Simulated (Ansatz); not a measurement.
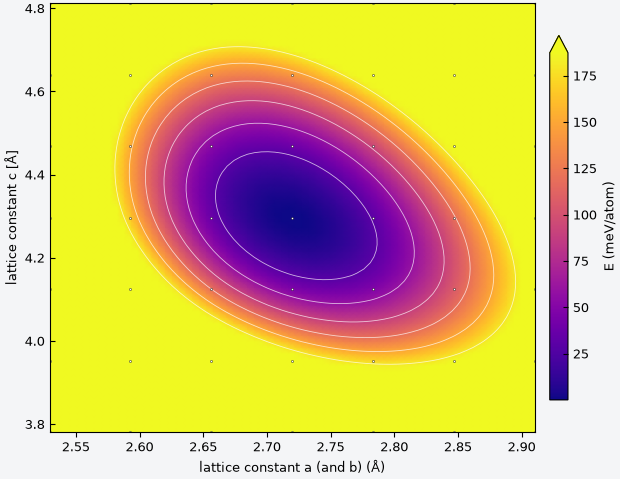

Ru (P6_3/mmc, No. 194; 2 atoms in the cell). The energy is mapped over the lattice constants a and c of the conventional cell. First axis: lattice constant a (and b). Second axis: lattice constant c. Nothing is relaxed (symmetry fixes all fractional coordinates). The scan uses a 7 × 7 grid. All energies are given in meV/atom relative to the lowest grid point. Theory: DFT PBE, scalar-relativistic, plane waves, PAW (Ansatz). Settings: cutoff 420 eV, k-mesh 18×18×10 in the order of the run's cell vectors, gaussian smearing 0.15 eV, no spin polarisation.

The picture shows a smooth colour map with a few white contour lines, dots at the grid points, one colour for all values above the top of the scale. Between grid points the surface is interpolated.

Estimate the position of the minimum and the force constants in these coordinates.

The interpolated minimum is at lattice constant a (and b) ≈ 2.720 Å, lattice constant c ≈ 4.297 Å. The curvatures there are about 34 eV/Å² and 5.8 eV/Å², with a cross term of about 5.1 eV/Å² (per cell of 2 atoms). Round the minimum the valley is somewhat tilted: raising lattice constant a (and b) shifts the best value of lattice constant c downwards (coupling k₁₂/√(k₁₁k₂₂) about 0.4).

PAW datasets: the set soft_1.
